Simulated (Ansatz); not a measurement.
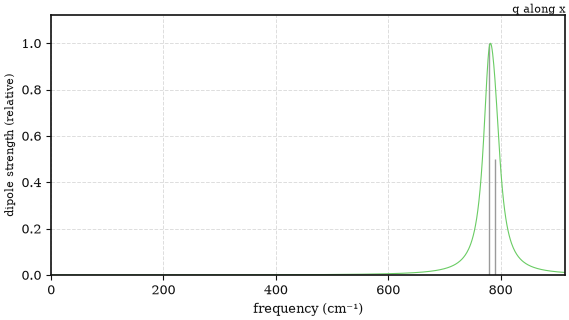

Plotted: polar optical modes, transverse and longitudinal, approaching the zone centre along x for BAs, space group F-43m (No. 216). Lines are broadened by Lorentzians of 26 cm⁻¹ full width; the spectrum is scaled to its strongest line.

Starting cell:
```
CELL_PARAMETERS angstrom
0.00000 2.29322 2.29322
2.29322 0.00000 2.29322
2.29322 2.29322 0.00000
ATOMIC_POSITIONS crystal
B 0.00000 0.00000 0.00000
As 0.75000 0.75000 0.75000
```

Calculation (Ansatz 0.2.0): optical phonons of an insulator on the approach to the zone centre along x, y and z with the field of polar modes, imaginary frequencies are negative, field response on a mesh refined by the program; plane waves with PAW datasets. Level: PBE, no spin polarisation.

```tsv
setting	value
wave cutoff	420 eV
k mesh	10×10×10
occupations	fixed
pressure	25 GPa
```

Question: Which of the stronger lines are transverse and which longitudinal?

Answer: The transverse (TO, twofold) lines lie at 779.8 and the longitudinal (LO) ones at 790.4 cm⁻¹, the same along x, y and z by the cubic symmetry.

Keep in mind: a crossing between the sampled k points may be missed; field response not converged on the k mesh.

The computed values:

```json
{"at": "x", "frequency (cm⁻¹)": "779.8", "degeneracy": "2", "dipole strength ((D/Å)²/amu)": "3.56"}
{"at": "x", "frequency (cm⁻¹)": "790.4", "degeneracy": "1", "dipole strength ((D/Å)²/amu)": "1.78"}
```
